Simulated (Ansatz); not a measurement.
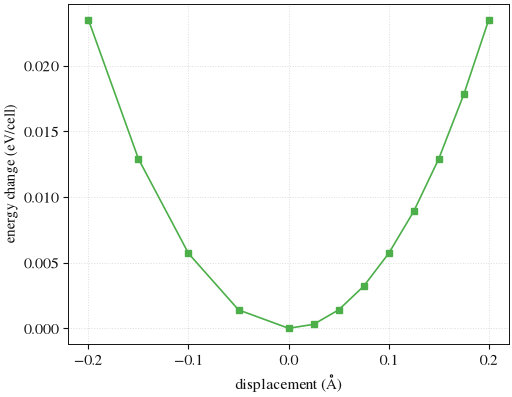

How it was computed, with Ansatz 0.2.0: all atoms of one element of a crystal moved along a line, all else fixed, by plane-wave density functional theory with PAW datasets, free energies less that of the undisturbed cell; scalar-relativistic. Level: PBE, no spin polarisation.

- wave cutoff: 420 eV
- k mesh: 6×6×6
- occupations: Gaussian
- smearing width: 0.05 eV
- k shift: (0, 0, 0) (mesh steps)
- start: as given
- moved element: I
- direction: (0, 0, −1) (Cartesian unit vector)

Structure:
```
CELL_PARAMETERS angstrom
0.00000 3.52455 3.52455
3.52455 0.00000 3.52455
3.52455 3.52455 0.00000
ATOMIC_POSITIONS crystal
K 0.00000 0.00000 0.00000
I 0.50000 0.50000 0.50000
```

**Figure.** Energy change against displacement for KI, space group Fm-3m (No. 225).

The points at displacement −0.15, −0.05, 0.1 and 0.2 follow from computed ones by symmetry.

The energy change is 0.0235 eV/cell at displacement −0.200 Å and 0.0235 eV/cell at 0.200 Å; the lowest computed point is at displacement 0.000 Å (0.0000 eV/cell). The harmonic force constant k (E = k x²/2 near the start) is 1.12 eV/Å².

Limits of the calculation: reference crystal is not relaxed.
